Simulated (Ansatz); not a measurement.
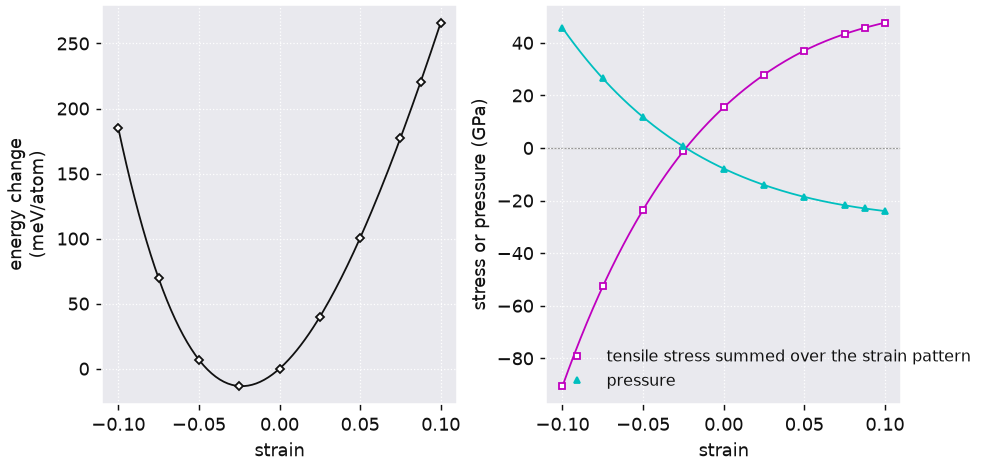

The picture above shows the energy change, tensile stress summed over the strain pattern and pressure against strain for Cu, space group I4/mmm (No. 139).

The given structure:
```
CELL_PARAMETERS angstrom
-1.44279 1.44279 1.37608
1.44279 -1.44279 1.37608
1.44279 1.44279 -1.37608
ATOMIC_POSITIONS crystal
Cu 0.00000 0.00000 0.00000
```

Method: homogeneous strain of a crystal along one Voigt pattern with engineering shear, fractional coordinates fixed, by plane-wave density functional theory with PAW datasets, free energies less that of the undisturbed cell, pressure positive in compression; scalar-relativistic (Ansatz 0.2.0). Level: LDA, no spin polarisation.

- wave cutoff: 420 eV
- k mesh: 24×24×24
- occupations: Gaussian
- smearing width: 0.15 eV
- k shift: (0, 0, 0) (mesh steps)
- start: as given
- strain pattern: (1, 1, 0, 0, 0, 0) (xx yy zz yz xz xy with engineering shear)

Does the undistorted structure sit at the bottom of the curve?

Answer. No: the energy falls towards negative values, so the start isn't a stationary minimum along this path.

Where does the curve of the energy change have its lowest point?

Answer. The lowest computed point is at strain −0.0250 (−13 meV/atom).

Note: reference crystal is not relaxed.

The computed values:

| strain | energy change (meV/atom) | tensile stress summed over the strain pattern (GPa) | pressure (GPa) |
| --- | --- | --- | --- |
| −0.1000 | 185 | −91 | 45.7 |
| −0.0750 | 70 | −53 | 26.5 |
| −0.0500 | 7 | −23 | 11.8 |
| −0.0250 | −13 | −1 | 0.6 |
| 0.0000 | 0 | 15 | −7.8 |
| 0.0250 | 40 | 28 | −14.1 |
| 0.0500 | 100 | 37 | −18.6 |
| 0.0750 | 177 | 43 | −21.8 |
| 0.0875 | 220 | 46 | −23.0 |
| 0.1000 | 266 | 48 | −24.0 |
